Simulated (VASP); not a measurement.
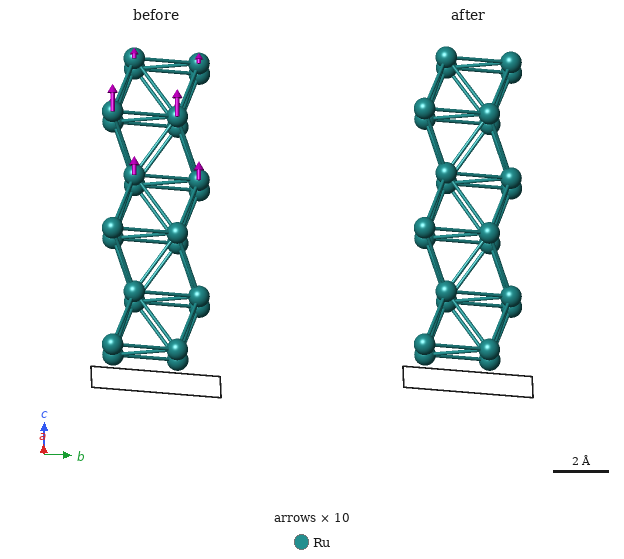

The structure of a slab of composition Ru before (left) and after (right) a relaxation, at one scale. The purple arrows give the displacements, 10 times their true length.

Style: ball-and-stick. Shown: the 2 × 2 repeat of the cell, outlined in the plane, without the vacuum, from a free direction.

The run lets the atoms move in a fixed cell. 3 atoms are held fixed.

Computed with Kohn-Sham DFT of a periodic cell, RPBE, VASP PAW PBE potentials, recommended (VASP).

Input file:
```
PREC = Accurate ; ENCUT = 520
EDIFF = 1E-6 ; ISMEAR = -1
SIGMA = 0.05 ; LREAL = F
LASPH = T ; NELM = 60
ALGO = Fast ; ISIF = 2
LWAVE = F ; LCHARG = F
LDIPOL = T ; IDIPOL = 3
DIPOL = 0.5 0.5 0.500 ; GGA = RP
IBRION = 2 ; NSW = 40
EDIFFG = -0.01
```

Command:
```bash
cat potpaw_PBE.64/Ru_pv/POTCAR > POTCAR
mpirun -np 1 vasp_std > vasp.out
```

Question: Summarise the run.

Answer: After 9 geometry steps the energy has fallen by 41.8 meV per cell of the calculation. Largest force component: 0.84 eV/Å at the start, 0.71 eV/Å at the end. The atom that moves furthest is a Ru atom (0.10 Å along the normal (+c)). The lattice vectors keep their values. Some distances before and after: Ru–Ru 2.650 → 2.707 Å, Ru–Ru 2.650 → 2.600 Å, Ru–Ru 2.650 → 2.676 Å.
